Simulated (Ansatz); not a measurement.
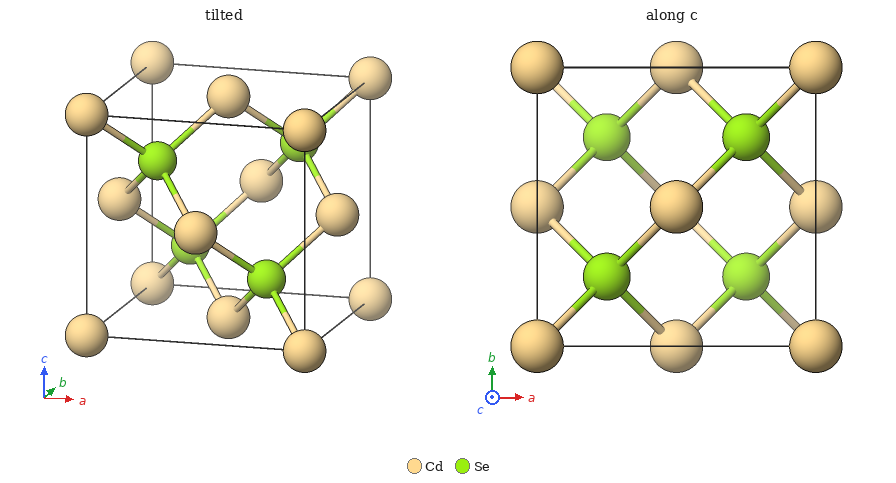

Shown here is a ball-and-stick view of the crystal, taken slightly off an axis and along the c axis. The drawn cell (a repeat of the simulation cell) is drawn as a box. Cell: a = 6.20 Å, b = 6.20 Å, c = 6.19 Å, α = 90.00°, β = 90.00°, γ = 90.00°.

Its origin is a structure type filled with these elements by a generator (whether the compound takes this form wasn't checked). Earlier steps of the study may have refined or changed the cell and positions. It was run through Ansatz as a DFT input.

**Notes on the structure:**

The solid is CdSe. Within 0.01 Å the space group is F-43m (No. 216), face-centred cubic: zinc blende (sphalerite type). The cell has 8 atoms, namely 4 Cd, 4 Se. The neighbours of Cd are four Se in a tetrahedral arrangement at about 2.7 Å. The coordination shell of Se holds four Cd in a tetrahedral arrangement at about 2.7 Å. The bonds build a three-dimensional framework.

Method: Ansatz, DFT LDA, scalar-relativistic, plane waves, PAW; a 420 eV plane-wave basis, k-points about 0.17 Å⁻¹ apart, Gaussian smearing of 0.02 eV, no spin polarisation.

**Classify it as metallic or gapped, with the value.**

A semiconductor at this level, with a gap of 0.22 eV, direct.

**What net charge does each kind of atom have (Bader)?**

Cd +0.65 e; Se -0.65 e.

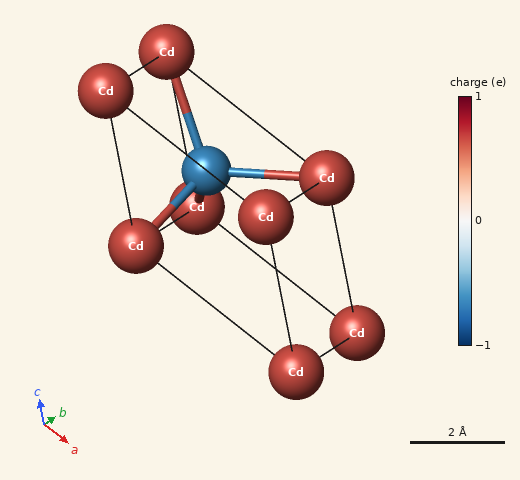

The atoms coloured by those charges. The run's cell of 2 atoms is drawn, so axes and origin can differ from the first picture.

**Is this an equilibrium geometry for the method given?**

No. All forces vanish to within 0.01 eV/Å. The pressure is -4.3 GPa, so the cell would contract.
